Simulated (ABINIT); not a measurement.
# KI (Fm-3m): least direct gap against volume

The cell of KI (Fm-3m) is scaled evenly and the response computed anew at each volume, on one mesh.

The structure is cubic, space group Fm-3m (No. 225). The conventional cell has a = 7.066 Å, b = 7.066 Å, c = 7.066 Å, α = 90.00°, β = 90.00°, γ = 90.00°. I on site b has 6 K at 3.53 Å as nearest neighbours. Around K on site a lie 6 I at 3.53 Å.

Method: ABINIT 10.8.3, PBE, independent particles, k-mesh 8×8×8, Lorentzian half width 0.04 eV.

Launch of the response step: `optic optic.abi`. The series took 4.9 min in all, its band step included, on 4 threads of Arm Neoverse V2, with other jobs on the host.

| V/V₀ | V (Å³, primitive cell) | least direct gap (eV) |
| --- | --- | --- |
| 0.94 | 82.89 | 4.1124 |
| 0.97 | 85.54 | 4.0348 |
| 1.00 | 88.18 | 3.9625 |
| 1.03 | 90.83 | ? |
| 1.06 | 93.47 | 3.8320 |

For small changes the quantity should be close to linear in ln V.

Working, on the rows shown:

| x = ln(V/V₀) | y = least direct gap |
| --- | --- |
| -0.0618754 | 4.1124 |
| -0.0304592 | 4.0348 |
| 0 | 3.9625 |
| 0.0582689 | 3.832 |

Means: x̄ = -0.0085164, ȳ = 3.9854. Σ(x − x̄)(y − ȳ) = -0.0183, Σ(x − x̄)² = 0.007861. Slope = -0.0183 / 0.007861 = -2.328; intercept = ȳ − slope · x̄ = 3.9656. The line misses the rows shown by at most 0.0031 eV.

Question: What does the fit predict for the withheld row, and how well does it do?

Answer: At x = 0.029559 the line gives y = 3.8968 eV. The run gave 3.8951 eV, so the interpolation is off by 0.0017 eV, 0.6 % of the range in the table.

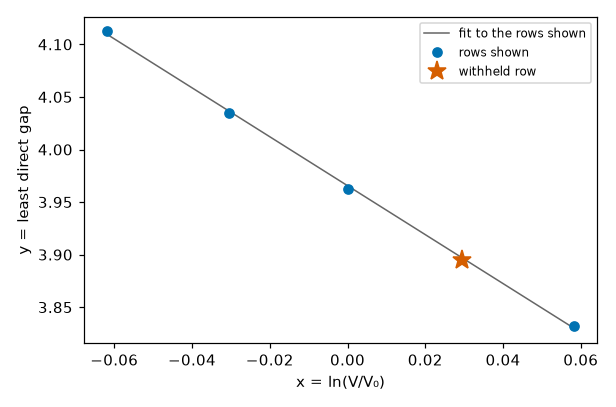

Between the rows on either side of x = 0 the slope is (3.8951 − 4.0348) / (0.029559 − (-0.030459)) = -2.328. That is a volume deformation potential of -2.3 eV: the least direct gap on this mesh widens by 23 meV for each per cent of compression. PBE gaps are as a rule too small. Spin-orbit coupling is left out.
